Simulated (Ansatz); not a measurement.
**Ge: a changed input and its effect**

System: Ge (Fd-3m, 2 atoms in the cell).
Method of the first run: DFT PBEsol, scalar-relativistic, plane waves, PAW, no spin polarisation (Ansatz 0.2.0).

The structure was built on a prototype by a generator; it need not be a known phase. Text and figures count atoms from 1; the logs count them from 0 in places.

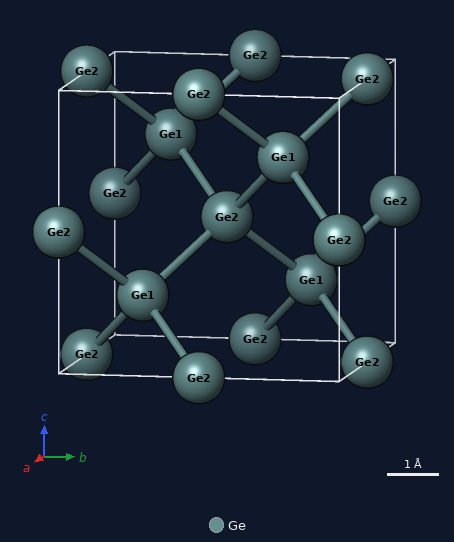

The structure as given in the input (ball-and-stick view of the cell 4 times as large as that of the calculation, set on its symmetry axes, seen slightly off an axis; atoms are numbered from 1 in the order of the input). Near neighbours in the crystal (not all of them lie inside the picture): Ge has 4 Ge at 2.46 Å.

The input, the first run:
```yaml
crystal:
  lattice:
    - [0.0, 2.8377960841, 2.8377960841]
    - [2.8377960841, 0.0, 2.8377960841]
    - [2.8377960841, 2.8377960841, 0.0]
  atoms:
    - { symbol: Ge, position: [0.75, 0.75, 0.75] }
    - { symbol: Ge, position: [0.5, 0.5, 0.5] }
basis:
  ecutwfc: 420
kpoints:
  mp_grid: { grid: [12, 12, 12] }
  band_path:
    path:
      - [0.0, 0.0, 0.0]
      - [0.5, 0.0, 0.5]
      - [0.625, 0.25, 0.625]
      - [0.375, 0.375, 0.75]
      - [0.5, 0.5, 0.5]
      - [0.5, 0.25, 0.75]
    npoints: 1
hamiltonian:
  xc: pbesol
scf:
  occupations: { method: gaussian, width: 0.1 }
  n_extra_bands: 4
output:
  forces: true
  stress: true
  eigenvalues: true
```

Launched with:
```bash
ansatz run input.yaml --threads 1 --pin off --max-ram 2560MiB --backend cpu --events-out ev --progress --plain --runs-dir out
```

Hardware: 1 thread of Arm Neoverse V1, 24 GiB of memory available, shared host.

Output, shortened to warnings, some set-up lines, iterations and results (the first run):
```
Basis set: ecut = 420 eV, 893 PW (Γ), exchange–correlation on 54×54×54 points (8 copies of the dense FFT grid, shifted against one another)
Symmetry: 48 space group operations
k-points: 72 of 1728
Initial density: superposition of atomic densities (neutral atoms: chi_scale 0, normalization atom), corrected by the library's trained network
[...]
SCF iter   1: F=—  HF=-8506.994481 eV  |F-HF|=—  |Δ(HF+E_count)|=         —  Δρ=2.59e-3  dr2=3.73e-3  ethr=1.77e-3  ⟨swp⟩=5.7  Hψ=6055  notcnv=0
SCF iter   2: F=—  HF=-8506.993158 eV  |F-HF|=—  |Δ(HF+E_count)|=   1.32e-3  Δρ=1.83e-3  dr2=2.05e-3  ethr=1.33e-5  ⟨swp⟩=1.2  Hψ=1888  notcnv=0
SCF iter   3: F=—  HF=-8506.993242 eV  |F-HF|=—  |Δ(HF+E_count)|=   8.36e-5  Δρ=9.32e-4  dr2=2.21e-4  ethr=7.32e-6  ⟨swp⟩=2.0  Hψ=2305  notcnv=0
SCF iter   4: F=—  HF=-8506.993171 eV  |F-HF|=—  |Δ(HF+E_count)|=   7.08e-5  Δρ=3.89e-4  dr2=1.22e-4  ethr=7.90e-7  ⟨swp⟩=2.0  Hψ=2305  notcnv=0
SCF iter   5: F=—  HF=-8506.993128 eV  |F-HF|=—  |Δ(HF+E_count)|=   4.32e-5  Δρ=2.26e-4  dr2=1.44e-5  ethr=4.36e-7  ⟨swp⟩=2.0  Hψ=2305  notcnv=0
SCF iter   6: F=—  HF=-8506.993143 eV  |F-HF|=—  |Δ(HF+E_count)|=   1.54e-5  Δρ=3.91e-5  dr2=3.24e-7  ethr=5.15e-8  ⟨swp⟩=2.0  Hψ=2307  notcnv=0
SCF iter   7: F=—  HF=-8506.993143 eV  |F-HF|=—  |Δ(HF+E_count)|=   3.53e-7  Δρ=2.02e-5  dr2=7.25e-8  ethr=3.57e-10  ⟨swp⟩=5.0  Hψ=5106  notcnv=0
SCF iter   8: F=-8506.993143 eV  HF=-8506.993143 eV  |F-HF|=1.47e-8  |Δ(HF+E_count)|=   6.10e-8  Δρ=5.63e-6  dr2=5.91e-9  ethr=2.59e-10  ⟨swp⟩=4.0  Hψ=3770  notcnv=0
SCF 1 converged in 8 iterations: F = -8506.993143 eV  dr2 = 5.91e-9
NSCF: frozen V_eff on 6 k-points
SCF converged after 8 iterations
Free energy (F): -8506.993143 eV
Harris-Foulkes:  -8506.993143 eV  (|F-HF|=1.47e-8)
Internal energy: -8506.992882 eV  (E = F + TS)
E sigma→0 (E₀):  -8506.993013 eV
Entropy (-TS):   -0.000261 eV (-0.131 meV/atom)
Fermi energy:    8.322900 eV
--- Per-component energies (eV) ---
  E_band       = -305.481993
  E_kinetic    = 222.990639
  E_local      = -4957.722589  (includes V_loc(G=0)·N_el)
  E_nonlocal   = 840.246588
  E_hartree    = 2172.471582
  E_xc         = -149.892667
  E_vxc        = -129.405164  (∫ρ·V_xc dr)
  E_paw        = -3958.202725  (= ΣΔE_a)
  E_vpaw       = -626.541792  (= ΣTr[D̂ρ^β])
  E_aug_tail   = 0.000811  (compensation charges beyond the density's cutoff)
  E_ewald      = -2678.720394
  E_core_change = 1.835872  (= ΣΔE_core)
  E_smearing   = -0.000261  (= −TS)
  E_closure    = -0.000000  (closes the sum)
  Σ components = -8506.993143   (vs F -8506.993143, Δ=0.00e0)
--- Forces (eV/Å), atoms counted from 1 ---
  atom   1  Ge    -0.00000000     0.00000000     0.00000000
  atom   2  Ge    -0.00000000     0.00000000    -0.00000000
  max |Σ_I F_I| component: 5.55e-17 eV/Å
--- Stress (GPa, compression-positive) ---
        0.007041      -0.000000       0.000000
        0.000000       0.007041       0.000000
       -0.000000       0.000000       0.007041
  P = ⅓ Tr σ = 0.0070 GPa (0.070 kbar)
```

The input of the second run differs as follows (lines with − go, lines with + come):
```diff
-  ecutwfc: 420
+  ecutwfc: 500
-  xc: pbesol
+  xc: r2scan
```

Predict how the results change.

The total energies belong to different methods, so their difference says nothing on which is more stable or more accurate. A gap of 0.35 eV opens on the mesh, where the first run has none. The functional changes from PBEsol to r2SCAN. The SCF takes 6 iterations against 8. The plane waves at Γ go from 893 to 1211. On the same kind of shared host the second run took about 1.8 times as long.

Output, shortened to warnings, some set-up lines, iterations and results (the second run):
```
Basis set: ecut = 500 eV, 1211 PW (Γ), exchange–correlation on 120×120×120 points (64 copies of the dense FFT grid, shifted against one another)
Symmetry: 48 space group operations
k-points: 72 of 1728
Initial density: superposition of atomic densities (neutral atoms: chi_scale 0, normalization atom), corrected by the library's trained network
[...]
SCF iter   1: F=—  HF=-8605.804566 eV  |F-HF|=—  |Δ(HF+E_count)|=         —  Δρ=6.29e-3  dr2=5.65e-3  dr2_τ=4.38e-3  ethr=1.77e-3  ⟨swp⟩=5.9  Hψ=6087  notcnv=0
SCF iter   2: F=—  HF=-8605.813434 eV  |F-HF|=—  |Δ(HF+E_count)|=   8.87e-3  Δρ=1.35e-3  dr2=4.58e-4  dr2_τ=2.09e-5  ethr=2.02e-5  ⟨swp⟩=2.0  Hψ=3168  notcnv=0
SCF iter   3: F=—  HF=-8605.813446 eV  |F-HF|=—  |Δ(HF+E_count)|=   1.15e-5  Δρ=9.49e-4  dr2=1.25e-4  dr2_τ=1.67e-6  ethr=1.64e-6  ⟨swp⟩=2.0  Hψ=2164  notcnv=0
SCF iter   4: F=—  HF=-8605.813494 eV  |F-HF|=—  |Δ(HF+E_count)|=   4.77e-5  Δρ=3.52e-5  dr2=2.66e-7  dr2_τ=1.55e-8  ethr=4.47e-7  ⟨swp⟩=2.0  Hψ=1491  notcnv=0
SCF iter   5: F=—  HF=-8605.813493 eV  |F-HF|=—  |Δ(HF+E_count)|=   4.45e-7  Δρ=4.62e-6  dr2=2.95e-9  dr2_τ=2.11e-10  ethr=9.49e-10  ⟨swp⟩=2.0  Hψ=2305  notcnv=0
SCF iter   6: F=-8605.813493 eV  HF=-8605.813493 eV  |F-HF|=5.46e-12  |Δ(HF+E_count)|=   7.66e-9  Δρ=6.43e-7  dr2=9.86e-11  dr2_τ=1.24e-11  ethr=1.05e-11  ⟨swp⟩=1.2  Hψ=3908  …
SCF 1 converged in 6 iterations: F = -8605.813493 eV  dr2 = 9.86e-11
NSCF: frozen V_eff on 6 k-points
SCF converged after 6 iterations
Free energy (F): -8605.813493 eV
Harris-Foulkes:  -8605.813493 eV  (|F-HF|=5.46e-12)
Internal energy: -8605.813488 eV  (E = F + TS)
E sigma→0 (E₀):  -8605.813490 eV
Entropy (-TS):   -0.000005 eV (-0.003 meV/atom)
Fermi energy:    8.441338 eV
--- Per-component energies (eV) ---
  E_band       = -320.738830
  E_kinetic    = 221.941913
  E_local      = -4957.560533  (includes V_loc(G=0)·N_el)
  E_nonlocal   = 839.933768
  E_hartree    = 2177.149290
  E_xc         = -138.181296
  E_vxc        = -135.786452  (∫ρ·V_xc dr)
  E_paw        = -4068.204740  (= ΣΔE_a)
  E_vpaw       = -651.196007  (= ΣTr[D̂ρ^β])
  E_aug_tail   = 0.000037  (compensation charges beyond the density's cutoff)
  E_vtau       = 7.629412  (kinetic-family band-sum trace: ∫τ·v_τ [+ j·A + Jᵃ·Aᵃ] dr)
  E_ewald      = -2678.720394
  E_core_change = -2.171532  (= ΣΔE_core)
  E_smearing   = -0.000005  (= −TS)
  E_closure    = -0.000000  (closes the sum)
  Σ components = -8605.813493   (vs F -8605.813493, Δ=0.00e0)
--- Forces (eV/Å), atoms counted from 1 ---
  atom   1  Ge    -0.00000000     0.00000000    -0.00000000
  atom   2  Ge    -0.00000000     0.00000000    -0.00000000
  max |Σ_I F_I| component: 1.39e-16 eV/Å
--- Stress (GPa, compression-positive) ---
       -0.018426      -0.000000      -0.000000
        0.000000      -0.018426       0.000000
       -0.000000       0.000000      -0.018426
  P = ⅓ Tr σ = -0.0184 GPa (-0.184 kbar)
```

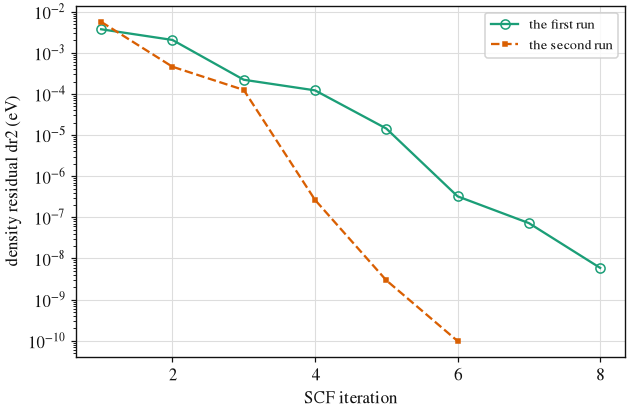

Convergence of the two runs: density residual dr2 against the SCF iteration. The first run takes 8 iterations in all, and the second run takes 6.

The two runs side by side:

```csv
quantity,the first run,the second run
outcome,converged,converged
free energy per atom (eV),−4253.4966,−4302.9067
gap on the mesh (eV),0.00,0.35
pressure (GPa),0.01,−0.02
largest force (eV/Å),0.000,0.000
SCF iterations,8,6
irreducible k-points,72,72
plane waves at Γ,893,1211
wall time (shared host),4.5 s,8.1 s
```
